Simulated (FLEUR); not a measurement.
# A series of single points on CoO

System: CoO (2 atoms in the cell).
Method: Kohn-Sham DFT of a periodic cell, PBEsol, all-electron, spin-polarised (FLEUR MaX-R8.1 (later development tree)).

The 7 runs differ only in the geometry, by an even scaling of the cell at fixed fractional positions. The structure derives from an entry of the Crystallography Open Database.

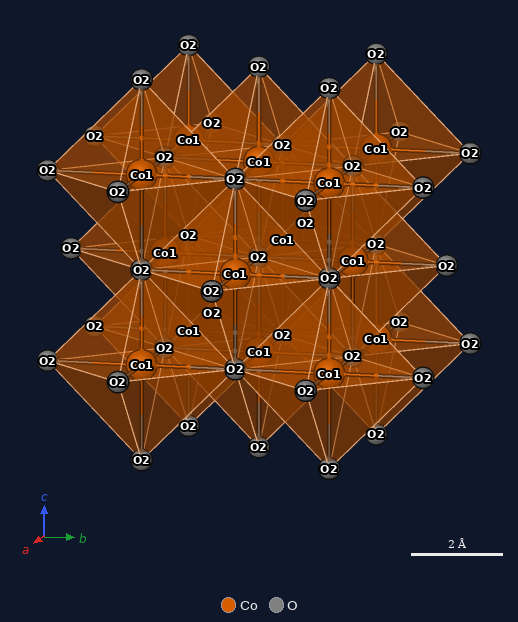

Figure 1. The structure of run 4 (polyhedral view of the cell 4 times as large as that of the calculation, set on its symmetry axes, seen slightly off an axis; polyhedra are completed across the faces of the cell; atoms are numbered from 1 in the order of the input). An atom can appear more than once, as a periodic image.

### Input of run 4
```
<?xml version="1.0" encoding="UTF-8" standalone="no"?>
<fleurInput fleurInputVersion="0.39">
   <comment>
      CoO                                                                                                 
   </comment>
   <calculationSetup>
      <cutoffs Kmax="4.78" Gmax="14.8" GmaxXC="14.8" numbands="0"/>
      <scfLoop itmax="60" minDistance="0.00001" maxIterBroyd="15" imix="Anderson" alpha="0.05" precondParam="0.0" spinf="2.0" sdNocoIR="T"/>
      <coreElectrons ctail="T" frcor="F" kcrel="0" coretail_lmax="0"/>
      <xcFunctional name="PBEs" relativisticCorrections="F"/>
      <magnetism jspins="2"/>
      <soc l_soc="F" theta="0.0" phi="0.0" spav="F"/>
      <expertModes spex="0" secvar="F"/>
      <geometryOptimization l_f="T" forcealpha="1.0" forcemix="BFGS" epsdisp="0.0005" epsforce="0.0002"/>
      <ldaU l_linMix="F" mixParam="0.05" spinf="1.0"/>
   </calculationSetup>
   <cell>
      <bzIntegration valenceElectrons="23.0" mode="hist" fermiSmearingEnergy="0.00183747">
         <kPointListSelection listName="default-1"/>
         <!-- k-points included here -->
         <xi:include xmlns:xi="http://www.w3.org/2001/XInclude" href="kpts.xml"> </xi:include>
      </bzIntegration>
      <!-- symmetry operations included here -->
      <xi:include xmlns:xi="http://www.w3.org/2001/XInclude" href="sym.xml"> </xi:include>
      <bulkLattice scale="1.0">
         <bravaisMatrix>
            <row-1>    0.0000000000000000     4.0279512345848998     4.0279512345848998</row-1>
            <row-2>    4.0279512345848998     0.0000000000000000     4.0279512345848998</row-2>
            <row-3>    4.0279512345848998     4.0279512345848998     0.0000000000000000</row-3>
         </bravaisMatrix>
      </bulkLattice>
   </cell>
   <atomSpecies>
      <species name="Cobalt (Co2.000" element="Co" atomicNumber="27">
         <mtSphere radius="2.05" gridPoints="697" logIncrement="0.017"/>
         <atomicCutoffs lmax="8" lnonsphr="8"/>
         <electronConfig flipSpins="F">
            <coreConfig>(1s1/2) (2s1/2) (2p1/2) (2p3/2)</coreConfig>
            <valenceConfig>(3s1/2) (3p1/2) (3p3/2) (4s1/2) (3d3/2) (3d5/2)</valenceConfig>
            <stateOccupation state="(3d3/2)" spinUp="1.5" spinDown="1.3"/>
            <stateOccupation state="(3d5/2)" spinUp="3.0" spinDown="1.2"/>
         </electronConfig>
         <energyParameters s="4" p="4" d="3" f="4"/>
         <lo type="SCLO" l="0" n="3" eDeriv="0"/>
         <lo type="SCLO" l="1" n="3" eDeriv="0"/>
         <lo type="SCLO" l="1" n="3" eDeriv="1"/>
         <lo type="SCLO" l="2" n="3" eDeriv="2"/>
         <lo type="SCLO" l="3" n="4" eDeriv="2"/>
      </species>
      <species name="Oxygen (O)" element="O" atomicNumber="8">
         <mtSphere radius="1.57" gridPoints="537" logIncrement="0.02"/>
         <atomicCutoffs lmax="8" lnonsphr="8"/>
         <electronConfig flipSpins="F">
            <coreConfig>(1s1/2)</coreConfig>
            <valenceConfig>(2s1/2) (2p1/2) (2p3/2)</valenceConfig>
            <stateOccupation state="(2p1/2)" spinUp="0.666667" spinDown="0.666667"/>
            <stateOccupation state="(2p3/2)" spinUp="1.333333" spinDown="1.333333"/>
         </electronConfig>
         <energyParameters s="2" p="2" d="3" f="4"/>
         <lo type="SCLO" l="0" n="2" eDeriv="2"/>
         <lo type="SCLO" l="1" n="2" eDeriv="2"/>
         <lo type="SCLO" l="2" n="3" eDeriv="2"/>
      </species>
   </atomSpecies>
   <atomGroups>
      <atomGroup species="Cobalt (Co2.000">
         <relPos label="                   1">.0000000000 .0000000000 .0000000000</relPos>
         <force calculate="T" relaxXYZ="TTT"/>
      </atomGroup>
      <atomGroup species="Oxygen (O)">
         <relPos label="                   2">1.000/2.000 1.000/2.000 1.000/2.000</relPos>
         <force calculate="T" relaxXYZ="TTT"/>
      </atomGroup>
   </atomGroups>
   <output dos="F" band="F" slice="F">
      <checks vchk="F" cdinf="F"/>
      <bandDOS minEnergy="-.5*Htr" maxEnergy="0.5*Htr" sigma="0.015" storeEVData="T"/>
      <vacuumDOS vacdos="F" integ="F" star="F" nstars="0" locx1="0.0" locy1="0.0" locx2="0.0" locy2="0.0" nstm="0" tworkf="0.0"/>
      <unfoldingBand unfoldBand="F" supercellX="1" supercellY="1" supercellZ="1"/>
      <plotting iplot="0" polar="F">
         <plot TwoD="T" vec1="  1.0  0.0  0.0" vec2="  0.0  1.0  0.0" vec3="  0.0  0.0  1.0" zero="  0.0  0.0  0.0" file="plot"/>
      </plotting>
      <chargeDensitySlicing numkpt="0" minEigenval="0.0" maxEigenval="0.0" nnne="0" pallst="F"/>
      <specialOutput eonly="F"/>
      <moessbauerParams electricFieldGradient="T" isomerShift="T" coreHyperfine="T" valenceHyperfine="T"/>
      <magneticCircularDichroism mcd="F" energyLo="-10.0" energyUp="0.0"/>
   </output>
  <!-- We include the file relax.xml here to enable relaxations (see documentation) -->
  <xi:include xmlns:xi="http://www.w3.org/2001/XInclude" href="relax.xml"> <xi:fallback/> </xi:include>
</fleurInput>
```

Command:
```bash
inpgen -f crystal.txt -profile fastHighL; fleur_MPI
```

Lattice vectors (Å) and fractional positions of run 4:
```
   0.000000    2.131500    2.131500
   2.131500    0.000000    2.131500
   2.131500    2.131500    0.000000
Co  0.000000  0.000000  0.000000
O   0.500000  0.500000  0.500000
```

Run 6 has the same physical settings and fractional positions; its lattice vectors (Å) are:
```
   0.000000    2.159549    2.159549
   2.159549    0.000000    2.159549
   2.159549    2.159549    0.000000
```

### Results, with one run withheld

```tsv
run	volume per atom (Å³)	free energy per atom, from the lowest run given (meV)
1	9.103	0.00
2	9.297	3.18
3	9.490	10.71
4	9.684	21.95
5	9.878	36.98
6	10.071	?
7	10.265	76.58
```

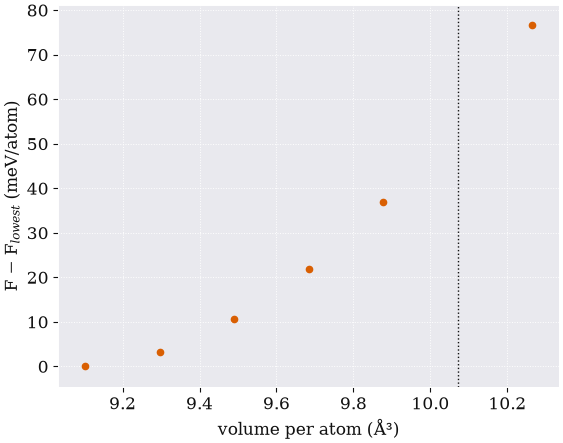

Figure 2. Free energy per atom of the runs given; the dotted line marks run 6.

Estimate the energy of run 6 from the others.

A cubic polynomial in V^(−2/3) (the Birch–Murnaghan form), fitted to the 6 runs given, misses them by at most 0.07 meV per atom. With x = V^(−2/3) − 0.22128 Å⁻², it reads F = 17.038 − 3945.4 x + 2.3249e+05 x² − 6.5289e+05 x³ (meV per atom). At run 6 it gives 55.19 meV per atom, and the run itself gives 55.17. The fit has no minimum inside this range.

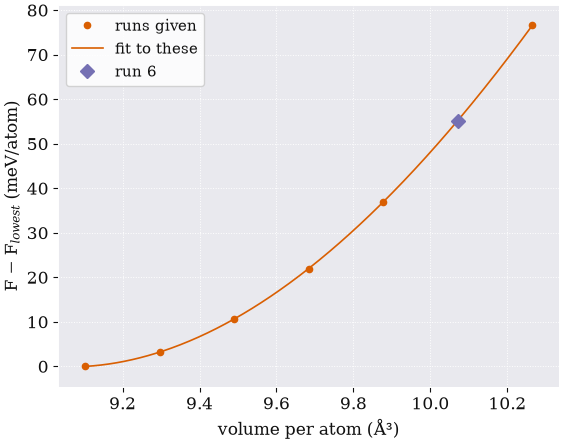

Figure 3. The fit and the withheld run.

### Output (run 6)
```
Welcome to FLEUR        (www.flapw.de)
      MaX-Release 8.1          (www.max-centre.eu)

 ========== k-point set info ==========
 Selected k-point list: default-1
 k-point list type: mesh
 11 x 11 x 11
 Number of k points: 56

 ------------Calculation Setup---------------------------
 Number of MPI-tasks      :            1
 Number of PE/node        :            1
 Number of OMP-threads    :            1
 Most efficient MPI parallelization for:
           1           2           4           7           8          14          28          56
 Additional eigenvalue parallelization possible
 Number of basis functions:          333
 Approximate size of matrices (H+S) per k-point:         0.002 GB
 --------------------------------------------------------

 Iteration:     1   Distance:      28.63547618 me/bohr^3

 Iteration:     2   Distance:      25.34998820 me/bohr^3

 Iteration:     3   Distance:      17.09033885 me/bohr^3

 Iteration:     4   Distance:      18.32667933 me/bohr^3

 Iteration:     5   Distance:      13.66311596 me/bohr^3

 Iteration:     6   Distance:       8.56086446 me/bohr^3

 Iteration:     7   Distance:       8.27522723 me/bohr^3

 Iteration:     8   Distance:       7.12804618 me/bohr^3

 Iteration:     9   Distance:       4.90272252 me/bohr^3

 Iteration:    10   Distance:       4.78267031 me/bohr^3

 Iteration:    11   Distance:       0.61060549 me/bohr^3

 Iteration:    12   Distance:       0.74114311 me/bohr^3

 Iteration:    13   Distance:       0.62208719 me/bohr^3

 Iteration:    14   Distance:       0.29672674 me/bohr^3

 Iteration:    15   Distance:       0.03134054 me/bohr^3

 Iteration:    16   Distance:       0.02951562 me/bohr^3

 Iteration:    17   Distance:       0.01460368 me/bohr^3

 Iteration:    18   Distance:       0.00458263 me/bohr^3

 Iteration:    19   Distance:       0.00120392 me/bohr^3

 Iteration:    20   Distance:       0.00134284 me/bohr^3

 Iteration:    21   Distance:       0.00013915 me/bohr^3

 Iteration:    22   Distance:       0.00003107 me/bohr^3

 Iteration:    23   Distance:       0.00005980 me/bohr^3

 Iteration:    24   Distance:       0.00000525 me/bohr^3

 ********************************************************************
 Run finished successfully
 Stop message:
   all done
 ********************************************************************
```
